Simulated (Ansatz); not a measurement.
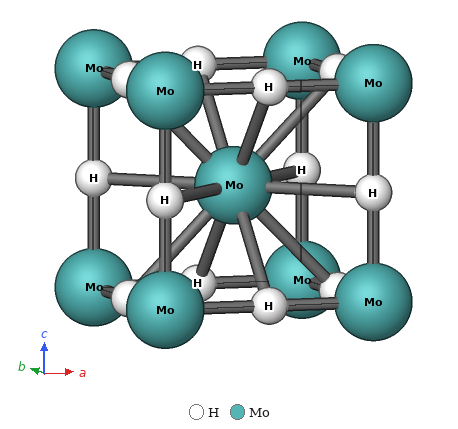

The figure gives a ball-and-stick picture of the atoms, viewed slightly off an axis. The frame is the conventional unit cell; atoms at its boundary are shown with their periodic copies. Cell: a = 3.47 Å, b = 3.47 Å, c = 3.47 Å, α = 90.00°, β = 90.00°, γ = 90.00°.

The structure comes from a structure type filled with these elements by a generator (whether the compound takes this form wasn't checked). Earlier steps of the study may have refined or changed the cell and positions. It was run through Ansatz as a DFT input.

### What can be read from this drawing?

The compound is Mo2H3. Its lattice is primitive cubic, its space group Pm-3m (No. 221). In the cell are 2 Mo, 3 H, which makes 1 formula unit. With all contacts inside bonding distance counted, the coordination numbers are Mo 6 to 12 (mean 9.0) and H 6. Not all metal-metal contacts are counted.

Level of theory and settings: Ansatz 0.2.0, DFT PBE, scalar-relativistic, plane waves, PAW, plane-wave cutoff 420 eV, k-point mesh 12×12×12, Gaussian smearing of 0.1 eV, no spin polarisation.

### Classify it as metallic or gapped, with the value.

A metal: bands cross the Fermi level.

### Give the Bader charge of each element.

Mo +0.61 to +0.73 e; H -0.45 e.

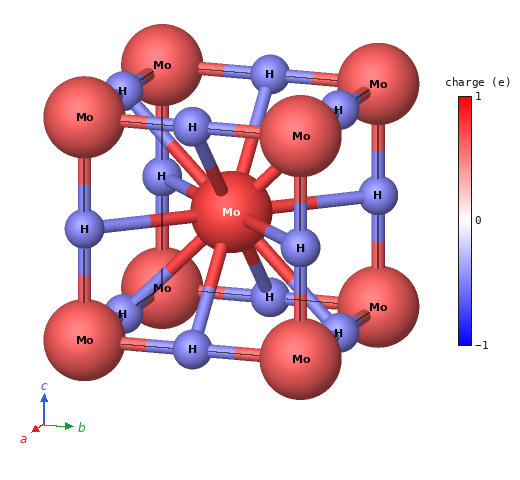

The atoms coloured by those charges. The run's cell of 5 atoms is drawn.

### Has the structure come to rest?

Yes. All forces vanish to within 0.01 eV/Å. The pressure is 0.0 GPa, close to zero.
